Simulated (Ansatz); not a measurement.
# Run report: C, geometry relaxation (part 2 of 2)

C (2 atoms in the cell); DFT PBE+D3(BJ), scalar-relativistic, plane waves, PAW, no spin polarisation (Ansatz 0.2.0); cutoff 420 eV, 14×14×8 k-mesh, Gaussian smearing of 0.02 eV. The structure derives from a Materials Project entry.

**Log, continued**
```
SCF iter   1: F=—  HF=-502.170738 eV  |F-HF|=—  |Δ(HF+E_count)|=         —  Δρ=4.41e-5  dr2=4.56e-8  ethr=1.69e-7  ⟨swp⟩=2.5  Hψ=32393  notcnv=0
preconditioner: auto → none  [insulator: Δε(μ)=0.687 eV  Ē_g=18.388 eV  σ=0.020 eV  W_gap=1.00  n_scr=2 (ndim 8)  ℏωp=24.9 eV  f_vac=0.001  D(μ)=0.00/eV (n_scr^D=0)  ε∞_Penn≈2.8]
SCF iter   2: F=—  HF=-502.170736 eV  |F-HF|=—  |Δ(HF+E_count)|=   1.47e-6  Δρ=2.22e-5  dr2=1.16e-8  ethr=5.70e-10  ⟨swp⟩=2.3  Hψ=5229  notcnv=0
SCF iter   3: F=—  HF=-502.170737 eV  |F-HF|=—  |Δ(HF+E_count)|=   6.17e-8  Δρ=1.51e-6  dr2=3.05e-10  ethr=1.45e-10  ⟨swp⟩=2.0  Hψ=5148  notcnv=0
SCF iter   4: F=—  HF=-502.170737 eV  |F-HF|=—  |Δ(HF+E_count)|=  2.76e-11  Δρ=6.95e-7  dr2=4.42e-11  ethr=3.82e-12  ⟨swp⟩=2.0  Hψ=4348  notcnv=0
iter 5 did not close the SCF: its close was put off for the readings that it lacked (scf_convergence_deferred on its scf_iter line)
SCF iter   5: F=-502.170737 eV  HF=-502.170737 eV  |F-HF|=1.14e-13  |Δ(HF+E_count)|=  4.53e-11  Δρ=3.73e-8  dr2=3.81e-13  ethr=1.00e-12  ⟨swp⟩=2.8  Hψ=5254  notcnv=0
SCF iter   6: F=-502.170737 eV  HF=-502.170737 eV  |F-HF|=2.27e-13  |Δ(HF+E_count)|=  2.27e-13  Δρ=6.08e-9  dr2=9.93e-15  ethr=1.00e-12  ⟨swp⟩=3.9  Hψ=12370  notcnv=0
SCF 8 converged in 6 iterations: F = -502.170737 eV  dr2 = 9.93e-15
relax step   8: F+E_penalty+E_count = -502.17073654 eV  Δ(F+E_penalty+E_count) = +3.906e-4 eV  max|allowed force component| = 1.800e-4 eV/Å  Δτ_max = 0.0000 Å  P = -0.033 GPa  Ω = 17.787 Å³  stress off target by 7.64e-2 GPa  SCF on the basis re-selected at this cell (its energy is not comparable with the rows above)  (6 SCF iters)
basis re-selected at this cell: Δ(F+E_penalty+E_count) = +3.906e-4 eV, ΔP = -0.019 GPa vs the last step (what re-selecting the basis moved, of the pressure what is left beyond the Pulay correction that the steps carried, after the strain that the cell walked since its last selection, with what the two solves' SCF thresholds leave and, on support functions, any second-order correction that the steps lacked; it is no measure of the basis error at this ecutwfc). This SCF's stress stands 7.64e-2 GPa from its target on what of the cell is left free (relax.cell.stress_tol is 5.00e-2 GPa) and its largest allowed force component is 1.80e-4 eV/Å (relax.f_tol is 5.00e-3 eV/Å): not within both, so this SCF does not close the relaxation
Crystal: 2 atoms, lattice volume = 17.753 Å³
iter 1 solved again at ethr=2.54e-7 eV; its pass at ethr=3.10e-3 eV (dr2=2.03e-5 eV) is discarded
SCF iter   1: F=—  HF=-502.170883 eV  |F-HF|=—  |Δ(HF+E_count)|=         —  Δρ=3.04e-4  dr2=1.68e-5  ethr=2.54e-7  ⟨swp⟩=2.2  Hψ=31707  notcnv=0
preconditioner: auto → none  [insulator: Δε(μ)=0.687 eV  Ē_g=18.396 eV  σ=0.020 eV  W_gap=1.00  n_scr=2 (ndim 8)  ℏωp=24.9 eV  f_vac=0.001  D(μ)=0.00/eV (n_scr^D=0)  ε∞_Penn≈2.8]
SCF iter   2: F=—  HF=-502.170876 eV  |F-HF|=—  |Δ(HF+E_count)|=   6.60e-6  Δρ=1.41e-4  dr2=3.27e-6  ethr=2.10e-7  ⟨swp⟩=2.0  Hψ=4626  notcnv=0
SCF iter   3: F=—  HF=-502.170876 eV  |F-HF|=—  |Δ(HF+E_count)|=   1.63e-7  Δρ=1.49e-5  dr2=1.76e-8  ethr=4.09e-8  ⟨swp⟩=2.8  Hψ=5176  notcnv=0
iter 4 did not close the SCF: its close was put off for the readings that it lacked (scf_convergence_deferred on its scf_iter line)
SCF iter   4: F=-502.170876 eV  HF=-502.170876 eV  |F-HF|=4.72e-11  |Δ(HF+E_count)|=   1.62e-8  Δρ=8.08e-7  dr2=5.17e-11  ethr=2.20e-10  ⟨swp⟩=2.7  Hψ=4819  notcnv=0
iter 5 did not close the SCF: its close was put off for the readings that it lacked (scf_convergence_deferred on its scf_iter line)
SCF iter   5: F=-502.170876 eV  HF=-502.170876 eV  |F-HF|=3.41e-12  |Δ(HF+E_count)|=  6.90e-11  Δρ=1.46e-7  dr2=1.29e-12  ethr=1.00e-12  ⟨swp⟩=2.5  Hψ=4985  notcnv=0
SCF iter   6: F=-502.170876 eV  HF=-502.170876 eV  |F-HF|=1.71e-13  |Δ(HF+E_count)|=  3.98e-12  Δρ=1.13e-8  dr2=1.14e-14  ethr=1.00e-12  ⟨swp⟩=1.1  Hψ=8665  notcnv=0
SCF 9 converged in 6 iterations: F = -502.170876 eV  dr2 = 1.14e-14
relax step   9: F+E_penalty+E_count = -502.17087635 eV  Δ(F+E_penalty+E_count) = -1.398e-4 eV  max|allowed force component| = 1.513e-4 eV/Å  Δτ_max = 0.0000 Å  P = -0.000 GPa  Ω = 17.753 Å³  energy of the carried Pulay correction = +1.305e-4 eV  (6 SCF iters, dr2 threshold 1.46e-8 eV, accepted)
iter 1 solved again at ethr=1.66e-7 eV; its pass at ethr=3.10e-3 eV (dr2=1.33e-5 eV) is discarded
SCF iter   1: F=—  HF=-502.170753 eV  |F-HF|=—  |Δ(HF+E_count)|=         —  Δρ=1.59e-5  dr2=5.19e-9  ethr=1.66e-7  ⟨swp⟩=2.5  Hψ=32365  notcnv=0
eigensolver tolerance schedule: the retry pair's looser diagonalisation over-reported the residual by 2564.41 of it (diagonalisation noise at 0.16 of the residual, at the tolerance the schedule requests for it); recorded, not acted on — ethr = c·dr2/N_el stays at c = 1.0e-1
preconditioner: auto → none  [insulator: Δε(μ)=0.687 eV  Ē_g=18.395 eV  σ=0.020 eV  W_gap=1.00  n_scr=2 (ndim 8)  ℏωp=24.9 eV  f_vac=0.001  D(μ)=0.00/eV (n_scr^D=0)  ε∞_Penn≈2.8]
SCF iter   2: F=—  HF=-502.170751 eV  |F-HF|=—  |Δ(HF+E_count)|=   2.07e-6  Δρ=8.10e-6  dr2=1.63e-9  ethr=6.49e-11  ⟨swp⟩=3.0  Hψ=5888  notcnv=0
SCF iter   3: F=—  HF=-502.170751 eV  |F-HF|=—  |Δ(HF+E_count)|=   8.24e-9  Δρ=1.10e-6  dr2=1.77e-10  ethr=2.03e-11  ⟨swp⟩=2.0  Hψ=5148  notcnv=0
SCF iter   4: F=—  HF=-502.170751 eV  |F-HF|=—  |Δ(HF+E_count)|=  8.19e-12  Δρ=4.38e-7  dr2=2.92e-11  ethr=2.21e-12  ⟨swp⟩=1.9  Hψ=4301  notcnv=0
iter 5 did not close the SCF: its close was put off for the readings that it lacked (scf_convergence_deferred on its scf_iter line)
SCF iter   5: F=-502.170751 eV  HF=-502.170751 eV  |F-HF|=2.27e-13  |Δ(HF+E_count)|=  9.09e-13  Δρ=1.71e-8  dr2=6.64e-14  ethr=1.00e-12  ⟨swp⟩=2.0  Hψ=4712  notcnv=0
SCF iter   6: F=-502.170751 eV  HF=-502.170751 eV  |F-HF|=1.14e-13  |Δ(HF+E_count)|=  5.68e-14  Δρ=5.27e-9  dr2=6.34e-15  ethr=1.00e-12  ⟨swp⟩=3.3  Hψ=11983  notcnv=0
SCF 10 converged in 6 iterations: F = -502.170751 eV  dr2 = 6.34e-15
relax step  10: F+E_penalty+E_count = -502.17075056 eV  Δ(F+E_penalty+E_count) = +1.258e-4 eV  max|allowed force component| = 1.655e-4 eV/Å  Δτ_max = 0.0000 Å  P = -0.003 GPa  Ω = 17.753 Å³  stress off target by 1.48e-2 GPa  SCF on the basis re-selected at this cell (its energy is not comparable with the rows above)  (6 SCF iters)
```

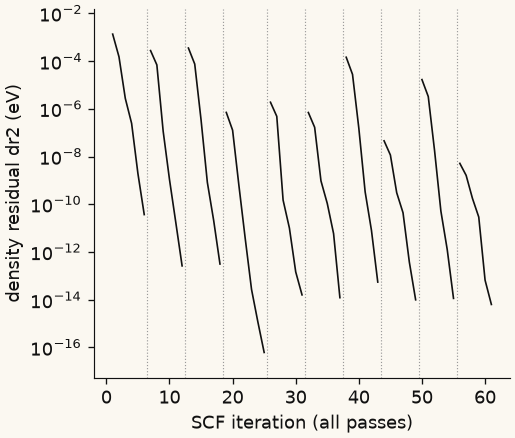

Fig. 1: Convergence of the self-consistent field: density residual dr2 against the SCF iteration. The dotted lines part the SCF passes of the relaxation: geometry steps, rejected trials and re-solves on a re-selected basis. The 10 passes take 6 to 7 iterations each, 61 in all.

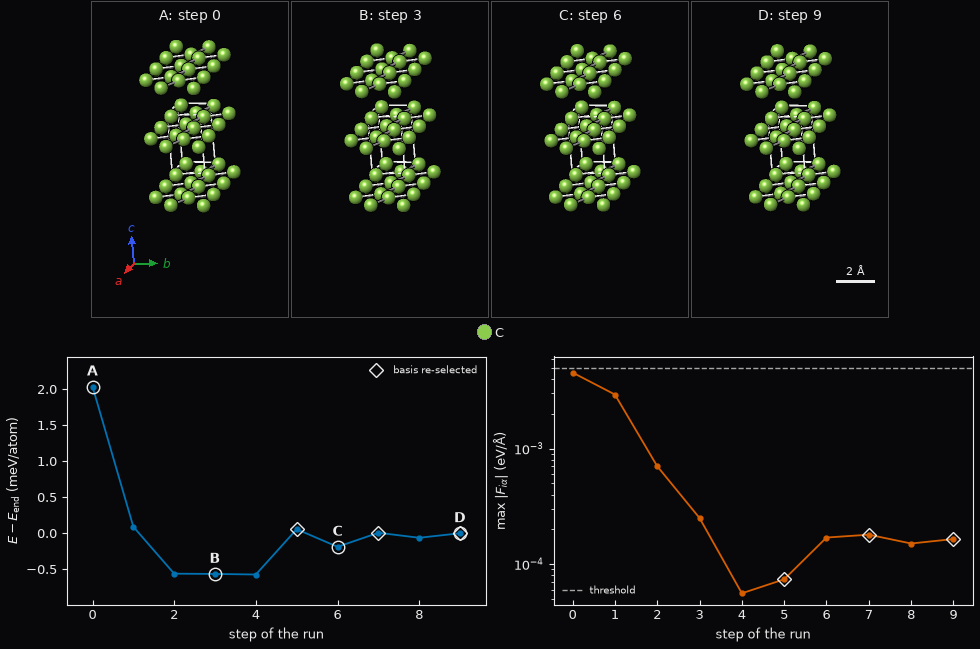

Fig. 2: Frames of the relaxation (ball-and-stick view of the reduced cell, repeated 4 × 2 × 2, seen slightly off an axis) above the curves, on which the letters mark them (the first geometry is step 0 here and step 1 in the log).

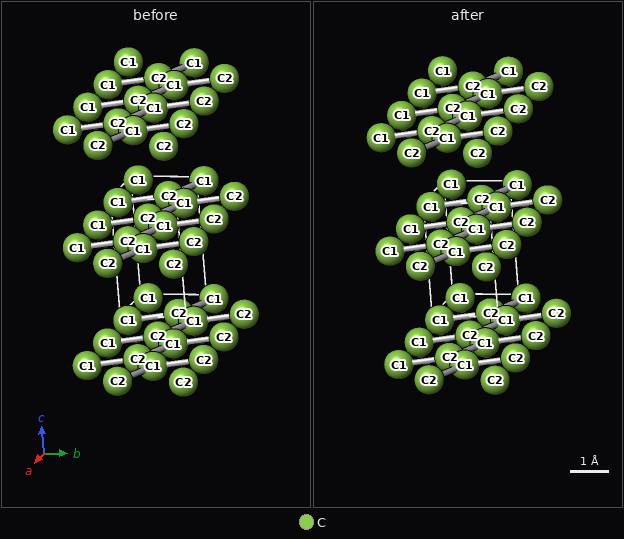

Fig. 3: Before (left) and after (right) the relaxation, at one scale (ball-and-stick view of the reduced cell, repeated 4 × 2 × 2, seen slightly off an axis). Over 6 geometry steps the energy falls by 2.1 meV per atom. Largest force component: 0.0045 eV/Å at the start, 0.00016 eV/Å at the end. The pressure goes from 2.66 to 0.00 GPa. The basis was re-selected twice at an unchanged geometry, which shifts the energy a little without any move. The atoms keep their places relative to the cell (all moves are under 0.005 Å). The drawn cell changes as follows: a = b 2.456 → 2.465 Å (+0.3 %), c 3.765 → 3.660 Å (−2.8 %), α 71.5° → 70.4°, β 71.5° → 70.4°; the volume changes by −3.0 %. Distances before and after: C1–C2 1.418 → 1.423 Å. The space group (tolerance 0.01 Å) goes from C2/m (No. 12) to R-3m (No. 166). The energy change given includes the shifts at the re-selections in mid-walk, which come without any move. A last SCF at the same geometry on a re-selected plane-wave basis shifts the energy by +0.1 meV per atom. (Atoms are counted from 1 in the order of the input.)

```
basis re-selected at this cell: Δ(F+E_penalty+E_count) = +1.258e-4 eV, ΔP = -0.003 GPa vs the last step (what re-selecting the basis moved, of the pressure what is left beyond the Pulay correction that the steps carried, after the strain that the cell walked since its last selection, with what the two solves' SCF thresholds leave and, on support functions, any second-order correction that the steps lacked; it is no measure of the basis error at this ecutwfc). This SCF's stress stands 1.48e-2 GPa from its target on what of the cell is left free (relax.cell.stress_tol is 5.00e-2 GPa) and its largest allowed force component is 1.65e-4 eV/Å (relax.f_tol is 5.00e-3 eV/Å): within both
SCF converged after 6 iterations
Free energy (F): -502.170751 eV
Harris-Foulkes:  -502.170751 eV  (|F-HF|=1.14e-13)
Internal energy: -502.170751 eV  (E = F + TS)
E sigma→0 (E₀):  -502.170751 eV
Fermi energy:    6.987180 eV
--- Per-component energies (eV) ---
  E_band       = -17.654055
  E_kinetic    = 181.890728
  E_local      = -308.473498  (includes V_loc(G=0)·N_el)
  E_nonlocal   = 54.611982
  E_hartree    = 93.421052
  E_xc         = -96.038304
  E_vxc        = -118.915053  (∫ρ·V_xc dr)
  E_paw        = -198.690746  (= ΣΔE_a)
  E_vpaw       = -13.610335  (= ΣTr[D̂ρ^β])
  E_aug_tail   = 0.000015  (compensation charges beyond the density's cutoff)
  E_ewald      = -228.581343
  E_disp       = -0.310636  (pairwise vdW)
  E_smearing   = -0.000000  (= −TS)
  E_closure    = -0.000000  (closes the sum)
  Σ components = -502.170751   (vs F -502.170751, Δ=0.00e0)
--- Forces (eV/Å), atoms counted from 1 ---
  atom   1  C      0.00000456     0.00000000     0.00016548
  atom   2  C     -0.00000456     0.00000000    -0.00016548
  max |Σ_I F_I| component: 8.47e-22 eV/Å
--- Stress (GPa, compression-positive) ---
       -0.000165       0.000000      -0.006085
        0.000000       0.002306       0.000000
       -0.006084       0.000000      -0.012282
  P = ⅓ Tr σ = -0.0034 GPa (-0.034 kbar)
--- Band table (eV; the first three rows and the last of 429) ---
  k-point 0: bands = ["-12.7278", "0.3364", "3.9159", "3.9162", "11.1616", "15.3093", "15.3098", "18.2654"]
  k-point 1: bands = ["-12.6879", "0.0022", "3.9141", "3.9142", "11.8916", "15.3032", "15.3035", "18.2943"]
  k-point 2: bands = ["-12.5887", "-0.7112", "3.9078", "3.9079", "13.7541", "15.2857", "15.2858", "18.3609"]
  k-point 428: bands = ["-7.3916", "-6.3463", "0.5431", "4.9151", "8.9258", "14.5200", "18.7757", "19.4094"]
--- Relaxed structure (7 steps of the walk, 7 accepted, 3 SCFs on fresh bases) ---
  F+E_penalty+E_count = -502.17075056 eV   max|allowed force component| = 1.655e-4 eV/Å   (the final SCF, on the basis selected at the relaxed cell)
  cell:  # Å, volume = 17.7533 Å³
    - [2.1346751583338976, -1.2324617113087502, -0.010791560706182946]
    - [2.1346751583338976, 1.2324617113087502, -0.010791560706182967]
    - [-1.4016068365633578, -2.7035210398587682e-17, 3.3810743151230382]
  atoms:
    - { symbol: C, position: [0.8333715329937855, 0.8333715329937855, 0.00011405935697399693] }
    - { symbol: C, position: [0.1666284670062146, 0.1666284670062146, 0.9998859406430258] }
```

**Trajectory as extended XYZ (Å, eV, eV/Å), 10 frames, from step=1 to step=10**
```
2
Lattice="2.1273 -1.2283 0.0000 2.1273 1.2283 0.0000 -1.3791 0.0000 3.5028" Properties=species:S:1:pos:R:3:forces:R:3 step=1 energy=-502.16668 pressure_GPa=2.66
C     3.5455    0.0000    0.0003    0.0045   0.0000  -0.0030
C    -0.6699    0.0000    3.5025   -0.0045   0.0000   0.0030
2
Lattice="2.1327 -1.2313 -0.0010 2.1327 1.2313 -0.0010 -1.3841 0.0000 3.4461" Properties=species:S:1:pos:R:3:forces:R:3 step=2 energy=-502.17057 pressure_GPa=0.69
C     3.5545    0.0000   -0.0014    0.0022   0.0000   0.0029
C    -0.6732    0.0000    3.4456   -0.0022   0.0000  -0.0029
2
Lattice="2.1351 -1.2327 -0.0026 2.1351 1.2327 -0.0026 -1.3884 0.0000 3.4014" Properties=species:S:1:pos:R:3:forces:R:3 step=3 energy=-502.17187 pressure_GPa=-0.12
C     3.5585    0.0000   -0.0040    0.0001   0.0000  -0.0007
C    -0.6767    0.0000    3.4001   -0.0001   0.0000   0.0007
2
Lattice="2.1349 -1.2326 -0.0034 2.1349 1.2326 -0.0034 -1.3896 0.0000 3.4024" Properties=species:S:1:pos:R:3:forces:R:3 step=4 energy=-502.17188 pressure_GPa=-0.03
C     3.5581    0.0000   -0.0054   -0.0001   0.0000   0.0003
C    -0.6780    0.0000    3.4009    0.0001   0.0000  -0.0003
2
Lattice="2.1348 -1.2325 -0.0061 2.1348 1.2325 -0.0061 -1.3940 0.0000 3.4038" Properties=species:S:1:pos:R:3:forces:R:3 step=5 energy=-502.17190 pressure_GPa=-0.00
C     3.5580    0.0000   -0.0098   -0.0001   0.0000   0.0000
C    -0.6824    0.0000    3.4014    0.0001   0.0000   0.0000
2
Lattice="2.1348 -1.2325 -0.0061 2.1348 1.2325 -0.0061 -1.3940 0.0000 3.4038" Properties=species:S:1:pos:R:3:forces:R:3 step=6 energy=-502.17064 pressure_GPa=-0.11
C     3.5580    0.0000   -0.0098   -0.0001   0.0000   0.0000
C    -0.6824    0.0000    3.4014    0.0001   0.0000   0.0000
2
Lattice="2.1347 -1.2325 -0.0086 2.1347 1.2325 -0.0086 -1.3980 0.0000 3.3859" Properties=species:S:1:pos:R:3:forces:R:3 step=7 energy=-502.17113 pressure_GPa=-0.01
C     3.5579    0.0000   -0.0139   -0.0001   0.0000  -0.0002
C    -0.6864    0.0000    3.3827    0.0001   0.0000   0.0002
2
Lattice="2.1347 -1.2325 -0.0086 2.1347 1.2325 -0.0086 -1.3980 0.0000 3.3859" Properties=species:S:1:pos:R:3:forces:R:3 step=8 energy=-502.17074 pressure_GPa=-0.03
C     3.5579    0.0000   -0.0139   -0.0001   0.0000  -0.0002
C    -0.6864    0.0000    3.3827    0.0001   0.0000   0.0002
2
Lattice="2.1347 -1.2325 -0.0108 2.1347 1.2325 -0.0108 -1.4016 0.0000 3.3811" Properties=species:S:1:pos:R:3:forces:R:3 step=9 energy=-502.17088 pressure_GPa=-0.00
C     3.5578    0.0000   -0.0176    0.0000   0.0000   0.0002
C    -0.6901    0.0000    3.3771    0.0000   0.0000  -0.0002
2
Lattice="2.1347 -1.2325 -0.0108 2.1347 1.2325 -0.0108 -1.4016 0.0000 3.3811" Properties=species:S:1:pos:R:3:forces:R:3 step=10 energy=-502.17075 pressure_GPa=-0.00
C     3.5578    0.0000   -0.0176    0.0000   0.0000   0.0002
C    -0.6901    0.0000    3.3771    0.0000   0.0000  -0.0002
```

The run was set up as follows.

**Input file**
```yaml
crystal:
  lattice:
    - [2.1273203072, -1.22828244, 0.0]
    - [2.1273203072, 1.22828244, 0.0]
    - [-1.3790696309, 0.0, 3.5028300786]
  atoms:
    - { symbol: C, position: [0.83335553, 0.83335553, 9.304e-05] }
    - { symbol: C, position: [0.16664447, 0.16664447, 0.99990696] }
basis:
  ecutwfc: 420
kpoints:
  mp_grid: { grid: [14, 14, 8] }
hamiltonian:
  xc: pbe
  dispersion: d3bj
scf:
  occupations: { method: gaussian, width: 0.02 }
output:
  forces: true
  stress: true
  eigenvalues: true
relax:
  adjacent_minimum: "off"
  f_tol: 0.005
  max_steps: 80
  cell: { stress_tol: 0.05 }
```

Run as:
```bash
ansatz run input.yaml --threads 4 --pin off --max-ram 10240MiB --backend cpu --events-out ev --progress --plain --runs-dir out
```

**Key numbers**

```tsv
quantity	value
outcome	converged
space group (tolerance 0.01 Å)	C2/m (12) → R-3m (166)
electrons treated	8
free energy	−502.1708 eV
Fermi energy	6.987 eV
gap on the k-point mesh	0.69 eV
pressure	0.00 GPa
final volume	17.75 Å³
largest force (length of the vector) at the end	under 0.001 eV/Å
final cell	a = 2.465 Å, b = 2.465 Å, c = 3.660 Å, α = 109.61°, β = 109.61°, γ = 60.00°
hardware	4 threads of Arm Neoverse N1, 24 GiB of memory available, shared host
wall time	20 s (CPU time 75 s)
peak memory	0.36 GiB
```
